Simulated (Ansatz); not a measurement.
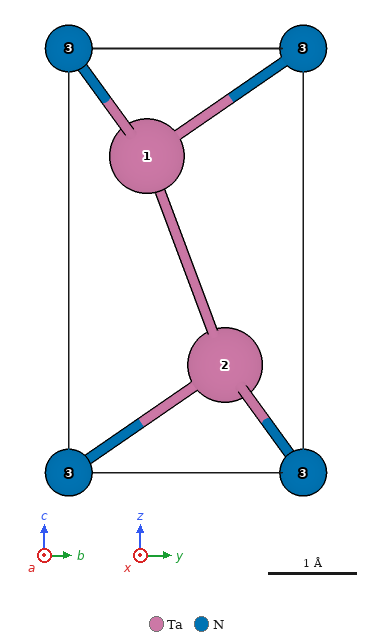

A scan of crystalline Ta$_{2}$N (P-3m1): the ratio of the cell's length along z to its lengths across, counted as 1 for the reference, is changed at fixed volume (a c/a path), with the atoms kept at their fractional coordinates. x, y and z are the Cartesian axes of the input. The picture shows the reference cell. Style: ball-and-stick. Shown: the cell of the calculation, along the a axis.

These are results of DFT PBEsol, scalar-relativistic, plane waves, PAW (Ansatz), not measurements. Settings: plane-wave cutoff 420 eV; k-point mesh 18 × 18 × 12; occupations gaussian; smearing width 0.15 eV; no spin polarisation. Energies (free energies at the smearing named) are counted from the relaxed crystal.

```
Ta N
1.0
     3.07862    0.00000    0.00000
    -1.53931    2.66616    0.00000
     0.00000    0.00000    4.82326
Ta N
2 1
Direct
  0.66667 0.33333 0.74626
  0.33333 0.66667 0.25374
  0.00000 0.00000 0.00000
```

Predict the energy profile (the relative ratio: 0.85, 0.92, 0.96, 1.00, 1.10, 1.20).

Answer.
```
axial ratio over its reference value  E − E(ref) (meV/atom)
                                0.85                  189.0
                                0.92                   46.4
                                0.96                   10.8
                                1.00                    0.0
                                1.10                   50.8
                                1.20                  184.3
```

Of the computed points the lowest is at the relative ratio 1.00, 0.0 meV/atom. The distortion keeps the space group P-3m1. At the relative ratio 1.20 the cell of the drawing goes a 3.079 → 2.897 Å, b 3.079 → 2.897 Å, c 4.823 → 5.447 Å.
